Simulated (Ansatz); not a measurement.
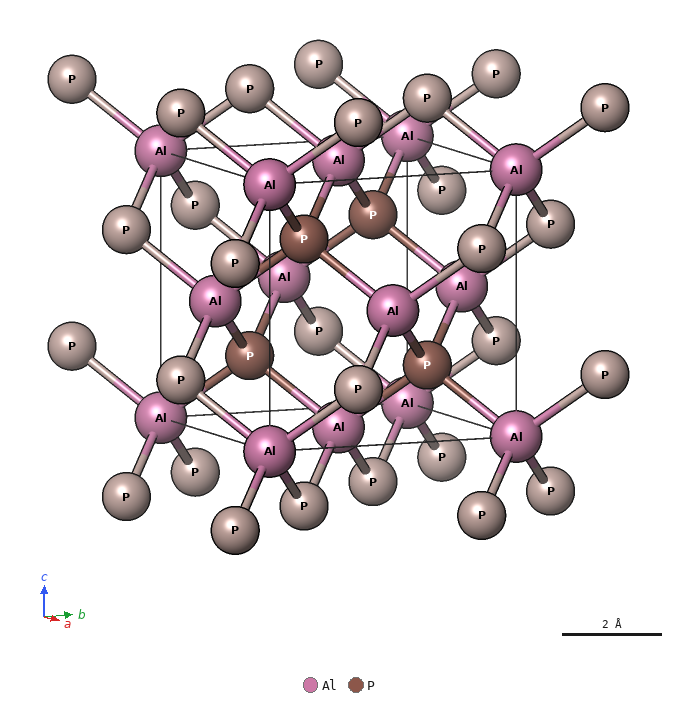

The starting structure (ball-and-stick view of the cell 4 times as large as that of the calculation, set on its symmetry axes, seen slightly off an axis; neighbours outside the cell are drawn fainter). An atom can appear more than once, as a periodic image. Near neighbours in the periodic cell (some may lie outside the picture): Al has 4 P at 2.36 Å; P has 4 Al at 2.36 Å.

## AlP: geometry relaxation

The run: geometry relaxation of AlP (2 atoms in the cell). Method and program: DFT LDA, scalar-relativistic, plane waves, PAW, PAW set soft_1, no spin polarisation (Ansatz 0.2.0).

The structure derives from an entry of the Crystallography Open Database.

**Output**
```
Warning: [file] the record states the generating functional pbe (its physics header spells it `PBE`), which answers neither for hamiltonian.xc's functional nor for the lda family's — results may be inconsistent (PPs are generated against a specific XC)
Warning: [file] the record states the generating functional pbe (its physics header spells it `PBE`), which answers neither for hamiltonian.xc's functional nor for the lda family's — results may be inconsistent (PPs are generated against a specific XC)
Engine: ansatz 0.2.0, x86_64-unknown-linux-gnu
Pseudopotentials: kind: paw
Pseudopotential: Al, paw, valence charge 3, recommended cutoff 420 eV (normal), [file]
Pseudopotential: P, paw, valence charge 5, recommended cutoff 420 eV (normal), [file]
Functional definition: SPW92
  exchange = slater_x
  correlation = pw_c
Crystal: 2 atoms, lattice volume = 40.492 Å³
Basis set: ecut = 420 eV, 749 PW (Γ)
Bands: 8, of which v1, the nominal top of the filled ones, is band 4 counted from 1 (3 counted from 0)
Symmetry: 24 space group operations
Space group: F-43m (ITA 216), of the structure as read, at distance tolerance 3.4e-5 Å
k-points: 29 of 512 (time reversal used)
Non-local potential: Al, projectors of the file, l = 0: 2, l = 1: 2, l = 2: 1
Non-local potential: P, projectors of the file, l = 0: 2, l = 1: 2, l = 2: 1
PAW form: soft (Blöchl's): semilocal exchange-correlation on the pseudo side does not see the compensation charge
PAW frozen core: Al, regenerated for the run's functional, and the local potential with it (the file was generated under x = pbe(κ = 0.804, μ = 0.2195149727645171), c = pbe(β = 0.06672455060314922))
PAW frozen core: P, regenerated for the run's functional, and the local potential with it (the file was generated under x = pbe(κ = 0.804, μ = 0.2195149727645171), c = pbe(β = 0.06672455060314922))
PAW one-centre angular grid: Al, 110 points (default); XC on 64 Gauss nodes
PAW one-centre angular grid: P, 110 points (default); XC on 64 Gauss nodes
Initial density: superposition of atomic densities (chi_scale 0.1, normalization cell, long waves kept (reshape's long-wave potential 0.00 eV rms))
Initial wavefunctions: pseudopotential atomic-orbital guess
Functional: x = slater, c = lda
SCF iter   1: F=—  HF=-1240.417990 eV  |F-HF|=—  |Δ(HF+E_count)|=         —  Δρ=4.47e-2  dr2=1.06e0  ethr=3.10e-3  ⟨swp⟩=6.4  Hψ=2305  notcnv=0
preconditioner: auto → none  [insulator: Δε(μ)=2.144 eV  Ē_g=10.197 eV  σ=0.020 eV  W_gap=1.00  n_scr=8 (ndim 8)  ℏωp=16.5 eV  f_vac=0.000  D(μ)=0.00/eV (n_scr^D=0)  ε∞_Penn≈3.6]
SCF iter   2: F=—  HF=-1240.071000 eV  |F-HF|=—  |Δ(HF+E_count)|=   3.47e-1  Δρ=1.79e-2  dr2=9.11e-2  ethr=3.10e-3  ⟨swp⟩=3.4  Hψ=750  notcnv=0
SCF iter   3: F=—  HF=-1240.042630 eV  |F-HF|=—  |Δ(HF+E_count)|=   2.84e-2  Δρ=5.96e-3  dr2=1.13e-2  ethr=1.14e-3  ⟨swp⟩=2.1  Hψ=348  notcnv=0
SCF iter   4: F=—  HF=-1240.039157 eV  |F-HF|=—  |Δ(HF+E_count)|=   3.47e-3  Δρ=5.13e-4  dr2=1.10e-4  ethr=1.41e-4  ⟨swp⟩=2.9  Hψ=388  notcnv=0
SCF iter   5: F=—  HF=-1240.039134 eV  |F-HF|=—  |Δ(HF+E_count)|=   2.38e-5  Δρ=4.45e-5  dr2=8.82e-7  ethr=1.37e-6  ⟨swp⟩=2.6  Hψ=355  notcnv=0
SCF iter   6: F=—  HF=-1240.039133 eV  |F-HF|=—  |Δ(HF+E_count)|=   5.87e-7  Δρ=1.56e-5  dr2=7.40e-8  ethr=1.25e-9  ⟨swp⟩=7.9  Hψ=1525  notcnv=0
SCF iter   7: F=-1240.039133 eV  HF=-1240.039133 eV  |F-HF|=3.70e-10  |Δ(HF+E_count)|=   2.33e-8  Δρ=1.45e-6  dr2=7.97e-10  ethr=9.25e-10  ⟨swp⟩=3.0  Hψ=870  notcnv=0
SCF 1 converged in 7 iterations: F = -1240.039133 eV  dr2 = 7.97e-10
  greatest PAW one-centre occupation: 0.770 electrons in one spin orbital (limit 2), on the P atom at site 1 (counted from 0), in its partial waves of l = 0
relax step   1: F+E_penalty+E_count = -1240.03913304 eV  Δ(F+E_penalty+E_count) = +0.000e0 eV  max|allowed force component| = 1.480e-16 eV/Å  Δτ_max = 0.0000 Å  P = -0.831 GPa  Ω = 40.492 Å³  (7 SCF iters, dr2 threshold 1.00e-7 eV, accepted)
Crystal: 2 atoms, lattice volume = 40.212 Å³
Initial density: handed on by an earlier stage of this run
Initial wavefunctions: those handed on with the density
iter 1 solved again at ethr=1.44e-6 eV; its pass at ethr=3.10e-3 eV (dr2=1.16e-4 eV) is discarded
SCF iter   1: F=—  HF=-1240.040131 eV  |F-HF|=—  |Δ(HF+E_count)|=         —  Δρ=4.18e-4  dr2=1.17e-4  ethr=1.44e-6  ⟨swp⟩=2.4  Hψ=2245  notcnv=0
preconditioner: auto → none  [insulator: Δε(μ)=1.431 eV  Ē_g=9.942 eV  σ=0.020 eV  W_gap=1.00  n_scr=8 (ndim 8)  ℏωp=16.6 eV  f_vac=0.000  D(μ)=0.00/eV (n_scr^D=0)  ε∞_Penn≈3.8]
SCF iter   2: F=—  HF=-1240.040087 eV  |F-HF|=—  |Δ(HF+E_count)|=   4.42e-5  Δρ=1.38e-4  dr2=8.42e-6  ethr=1.44e-6  ⟨swp⟩=2.3  Hψ=352  notcnv=0
SCF iter   3: F=—  HF=-1240.040083 eV  |F-HF|=—  |Δ(HF+E_count)|=   3.95e-6  Δρ=3.72e-5  dr2=6.96e-7  ethr=1.05e-7  ⟨swp⟩=2.0  Hψ=327  notcnv=0
SCF iter   4: F=-1240.040083 eV  HF=-1240.040083 eV  |F-HF|=9.11e-9  |Δ(HF+E_count)|=   3.10e-7  Δρ=7.74e-6  dr2=1.80e-8  ethr=2.50e-9  ⟨swp⟩=6.5  Hψ=1351  notcnv=0
SCF 2 converged in 4 iterations: F = -1240.040083 eV  dr2 = 1.80e-8
relax step   2: F+E_penalty+E_count = -1240.04008281 eV  Δ(F+E_penalty+E_count) = -9.498e-4 eV  max|allowed force component| = 4.163e-17 eV/Å  Δτ_max = 0.0000 Å  P = -0.220 GPa  Ω = 40.212 Å³  energy of the carried Pulay correction = +2.813e-5 eV  (4 SCF iters, dr2 threshold 2.00e-7 eV, accepted)
Crystal: 2 atoms, lattice volume = 40.112 Å³
iter 1 solved again at ethr=1.87e-7 eV; its pass at ethr=3.10e-3 eV (dr2=1.50e-5 eV) is discarded
SCF iter   1: F=—  HF=-1240.040167 eV  |F-HF|=—  |Δ(HF+E_count)|=         —  Δρ=1.51e-4  dr2=1.51e-5  ethr=1.87e-7  ⟨swp⟩=2.4  Hψ=2207  notcnv=0
preconditioner: auto → none  [insulator: Δε(μ)=1.421 eV  Ē_g=9.952 eV  σ=0.020 eV  W_gap=1.00  n_scr=8 (ndim 8)  ℏωp=16.6 eV  f_vac=0.000  D(μ)=0.00/eV (n_scr^D=0)  ε∞_Penn≈3.8]
SCF iter   2: F=—  HF=-1240.040161 eV  |F-HF|=—  |Δ(HF+E_count)|=   5.72e-6  Δρ=5.14e-5  dr2=1.13e-6  ethr=1.87e-7  ⟨swp⟩=2.2  Hψ=350  notcnv=0
SCF iter   3: F=-1240.040160 eV  HF=-1240.040160 eV  |F-HF|=5.96e-8  |Δ(HF+E_count)|=   5.35e-7  Δρ=1.40e-5  dr2=9.74e-8  ethr=1.51e-9  ⟨swp⟩=6.8  Hψ=1406  notcnv=0
SCF 3 converged in 3 iterations: F = -1240.040160 eV  dr2 = 9.74e-8
relax step   3: F+E_penalty+E_count = -1240.04016041 eV  Δ(F+E_penalty+E_count) = -7.760e-5 eV  max|allowed force component| = 5.089e-17 eV/Å  Δτ_max = 0.0000 Å  P = +0.003 GPa  Ω = 40.112 Å³  energy of the carried Pulay correction = +3.821e-5 eV  (3 SCF iters, dr2 threshold 1.21e-7 eV, accepted)
Initial wavefunctions: pseudopotential atomic-orbital guess (no wavefunctions were taken with the density)
iter 1 solved again at ethr=4.15e-7 eV; its pass at ethr=3.10e-3 eV (dr2=3.32e-5 eV) is discarded
SCF iter   1: F=—  HF=-1240.040120 eV  |F-HF|=—  |Δ(HF+E_count)|=         —  Δρ=1.46e-5  dr2=9.31e-8  ethr=4.15e-7  ⟨swp⟩=3.3  Hψ=3086  notcnv=0
preconditioner: auto → none  [insulator: Δε(μ)=1.419 eV  Ē_g=9.951 eV  σ=0.020 eV  W_gap=1.00  n_scr=8 (ndim 8)  ℏωp=16.6 eV  f_vac=0.000  D(μ)=0.00/eV (n_scr^D=0)  ε∞_Penn≈3.8]
SCF iter   2: F=—  HF=-1240.040120 eV  |F-HF|=—  |Δ(HF+E_count)|=   6.11e-7  Δρ=7.60e-6  dr2=1.61e-8  ethr=1.16e-9  ⟨swp⟩=2.7  Hψ=361  notcnv=0
SCF iter   3: F=—  HF=-1240.040120 eV  |F-HF|=—  |Δ(HF+E_count)|=   5.50e-9  Δρ=1.77e-6  dr2=2.01e-9  ethr=2.01e-10  ⟨swp⟩=2.2  Hψ=321  notcnv=0
SCF iter   4: F=—  HF=-1240.040120 eV  |F-HF|=—  |Δ(HF+E_count)|=  6.64e-10  Δρ=2.98e-7  dr2=2.21e-11  ethr=2.51e-11  ⟨swp⟩=2.6  Hψ=342  notcnv=0
SCF iter   5: F=-1240.040120 eV  HF=-1240.040120 eV  |F-HF|=4.55e-13  |Δ(HF+E_count)|=  4.55e-12  Δρ=3.63e-8  dr2=5.50e-13  ethr=1.00e-12  ⟨swp⟩=6.7  Hψ=1202  notcnv=0
SCF 4 converged in 5 iterations: F = -1240.040120 eV  dr2 = 5.50e-13
relax step   4: F+E_penalty+E_count = -1240.04011971 eV  Δ(F+E_penalty+E_count) = +4.070e-5 eV  max|allowed force component| = 6.708e-17 eV/Å  Δτ_max = 0.0000 Å  P = +0.001 GPa  Ω = 40.112 Å³  stress off target by 1.42e-3 GPa  SCF on the basis re-selected at this cell (its energy is not comparable with the rows above)  (5 SCF iters)
```

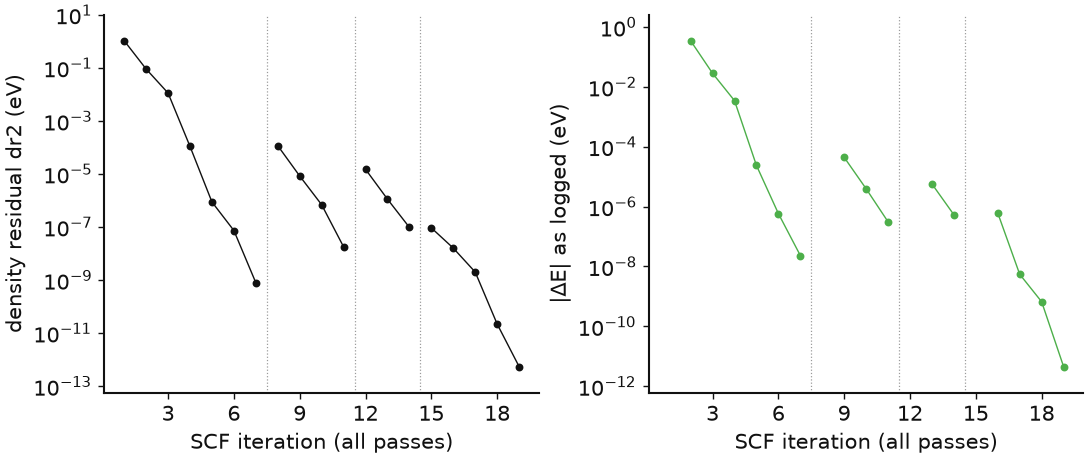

Convergence of the self-consistent field: density residual dr2 and size of the energy change against the SCF iteration. The dotted lines part the SCF passes of the relaxation: geometry steps, rejected trials and re-solves on a re-selected basis. The passes take 7, 4, 3 and 5 iterations.

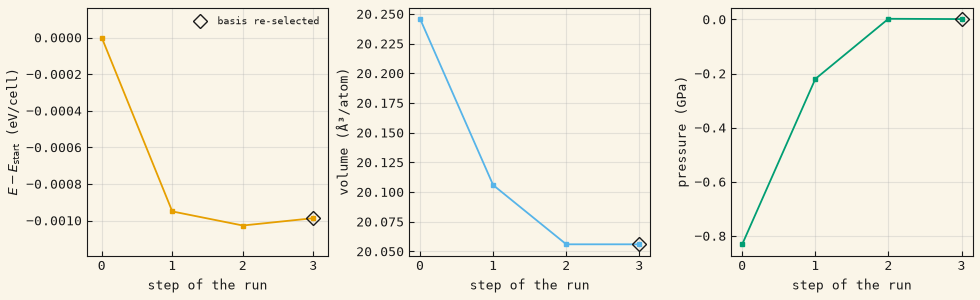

Progress of the relaxation, step by step (the first geometry is step 0 here and step 1 in the log). The energy falls by 1.0 meV per cell of the calculation in 2 geometry steps. All forces vanish by symmetry, so only the cell relaxes. The pressure goes from −0.83 to 0.00 GPa. No atom moves by more than 0.005 Å relative to the cell. A last SCF at the same geometry on a re-selected plane-wave basis shifts the energy by +0.0 meV per cell of the calculation.

```
basis re-selected at this cell: Δ(F+E_penalty+E_count) = +4.070e-5 eV, ΔP = -0.001 GPa vs the last step (what re-selecting the basis moved, of the pressure what is left beyond the Pulay correction that the steps carried, after the strain that the cell walked since its last selection, with what the two solves' SCF thresholds leave and, on support functions, any second-order correction that the steps lacked; it is no measure of the basis error at this ecutwfc). This SCF's stress stands 1.42e-3 GPa from its target on what of the cell is left free (relax.cell.stress_tol is 5.00e-2 GPa) and its largest allowed force component is 6.71e-17 eV/Å (relax.f_tol is 5.00e-3 eV/Å): within both
SCF converged after 5 iterations
Free energy (F): -1240.040120 eV
Harris-Foulkes:  -1240.040120 eV  (|F-HF|=4.55e-13)
Internal energy: -1240.040120 eV  (E = F + TS)
E sigma→0 (E₀):  -1240.040120 eV
Fermi energy:    5.702129 eV
--- Per-component energies (eV) ---
  E_band       = 3.987773
  E_kinetic    = 92.577055
  E_local      = -78.920865  (includes V_loc(G=0)·N_el)
  E_nonlocal   = 44.634651
  E_hartree    = 24.620898
  E_xc         = -110.043375
  E_vxc        = -91.315280  (∫ρ·V_xc dr)
  E_paw        = -974.659608  (= ΣΔE_a)
  E_vpaw       = -12.229575  (= ΣTr[D̂ρ^β])
  E_aug_tail   = -0.000004  (compensation charges beyond the density's cutoff)
  E_ewald      = -238.421940
  E_core_change = 0.173068  (= ΣΔE_core)
  E_smearing   = -0.000000  (= −TS)
  E_closure    = 0.000000  (closes the sum)
  Σ components = -1240.040120   (vs F -1240.040120, Δ=0.00e0)
--- Forces (eV/Å), atoms counted from 1 ---
  atom   1  Al    -0.00000000     0.00000000     0.00000000
  atom   2  P      0.00000000    -0.00000000    -0.00000000
  max |Σ_I F_I| component: 5.09e-17 eV/Å
--- Stress (GPa, compression-positive) ---
        0.001417      -0.000000      -0.000000
        0.000000       0.001417       0.000000
        0.000000       0.000000       0.001417
  P = ⅓ Tr σ = 0.0014 GPa (0.014 kbar)
--- Band table (eV; the first three rows and the last of 29) ---
  k-point 0: bands = ["-6.5965", "4.9928", "4.9928", "4.9928", "8.2183", "9.4871", "9.4871", "9.4871"]
  k-point 1: bands = ["-6.4206", "3.7409", "4.8414", "4.8414", "8.6304", "9.7737", "9.7737", "10.0205"]
  k-point 2: bands = ["-5.9244", "1.7580", "4.5426", "4.5426", "8.2298", "10.0750", "10.0750", "11.8605"]
  k-point 28: bands = ["-4.1317", "-0.0005", "1.7305", "2.0980", "9.2124", "10.9025", "11.0096", "11.2927"]
--- Relaxed structure (3 steps of the walk, 3 accepted, 1 SCFs on fresh bases) ---
  F+E_penalty+E_count = -1240.04011971 eV   max|allowed force component| = 6.708e-17 eV/Å   (the final SCF, on the basis selected at the relaxed cell)
  cell:  # Å, volume = 40.1120 Å³
    - [4.585834829606031e-34, 2.71694901387034, 2.71694901387034]
    - [2.71694901387034, 3.2482996709709386e-33, 2.71694901387034]
    - [2.71694901387034, 2.71694901387034, 3.171869090477504e-33]
  atoms:
    - { symbol: Al, position: [5.329195253685712e-34, -5.476410592185317e-34, -5.800284336884449e-34] }
    - { symbol: P, position: [0.7499999999999999, 0.7499999999999999, 0.7499999999999999] }
```

**Trajectory as extended XYZ (Å, eV, eV/Å), 4 frames, from step=1 to step=4**
```
2
Lattice="0.0000 2.7255 2.7255 2.7255 0.0000 2.7255 2.7255 2.7255 0.0000" Properties=species:S:1:pos:R:3:forces:R:3 step=1 energy=-1240.03913 pressure_GPa=-0.83
Al    0.0000    0.0000    0.0000    0.0000   0.0000   0.0000
P     4.0883    4.0883    4.0883    0.0000   0.0000   0.0000
2
Lattice="0.0000 2.7192 2.7192 2.7192 0.0000 2.7192 2.7192 2.7192 0.0000" Properties=species:S:1:pos:R:3:forces:R:3 step=2 energy=-1240.04008 pressure_GPa=-0.22
Al    0.0000    0.0000    0.0000    0.0000   0.0000   0.0000
P     4.0788    4.0788    4.0788    0.0000   0.0000   0.0000
2
Lattice="0.0000 2.7169 2.7169 2.7169 0.0000 2.7169 2.7169 2.7169 0.0000" Properties=species:S:1:pos:R:3:forces:R:3 step=3 energy=-1240.04016 pressure_GPa=0.00
Al    0.0000    0.0000    0.0000    0.0000   0.0000   0.0000
P     4.0754    4.0754    4.0754    0.0000   0.0000   0.0000
2
Lattice="0.0000 2.7169 2.7169 2.7169 0.0000 2.7169 2.7169 2.7169 0.0000" Properties=species:S:1:pos:R:3:forces:R:3 step=4 energy=-1240.04012 pressure_GPa=0.00
Al    0.0000    0.0000    0.0000    0.0000   0.0000   0.0000
P     4.0754    4.0754    4.0754    0.0000   0.0000   0.0000
```

The run was set up as follows.

**Input file**
```yaml
crystal:
  lattice:
    - [0.0, 2.7255, 2.7255]
    - [2.7255, 0.0, 2.7255]
    - [2.7255, 2.7255, 0.0]
  atoms:
    - { symbol: Al, position: [0.0, 0.0, 0.0] }
    - { symbol: P, position: [0.75, 0.75, 0.75] }
basis:
  ecutwfc: 420
kpoints:
  mp_grid: { grid: [8, 8, 8] }
hamiltonian:
  xc: lda
  pseudopotentials: { kind: paw, azcp: { folder: soft_1 } }
scf:
  occupations: { method: gaussian, width: 0.02 }
output:
  forces: true
  stress: true
  eigenvalues: true
relax:
  adjacent_minimum: "off"
  f_tol: 0.005
  max_steps: 80
  cell: { stress_tol: 0.05 }
```

Launch command:
```bash
ansatz run input.yaml --threads 1 --pin off --max-ram 3072MiB --backend cpu --events-out ev --progress --plain --runs-dir out
```

**Summary**

| quantity | value |
| --- | --- |
| outcome | converged |
| space group (tolerance 0.01 Å) | F-43m (216) |
| electrons treated | 8 |
| free energy | −1240.0401 eV |
| Fermi energy | 5.702 eV |
| gap on the k-point mesh | 1.42 eV |
| pressure | 0.00 GPa |
| final volume | 40.11 Å³ |
| largest force (length of the vector) at the end | under 0.001 eV/Å |
| final cell | a = 3.842 Å, b = 3.842 Å, c = 3.842 Å, α = 60.00°, β = 60.00°, γ = 60.00° |
| hardware | 1 thread of AMD EPYC (Zen 5), 32 GiB of memory available, shared host |
| wall time | 1.7 s |
| peak memory | 0.34 GiB |

Warnings of the run: the PAW datasets were made with another functional.
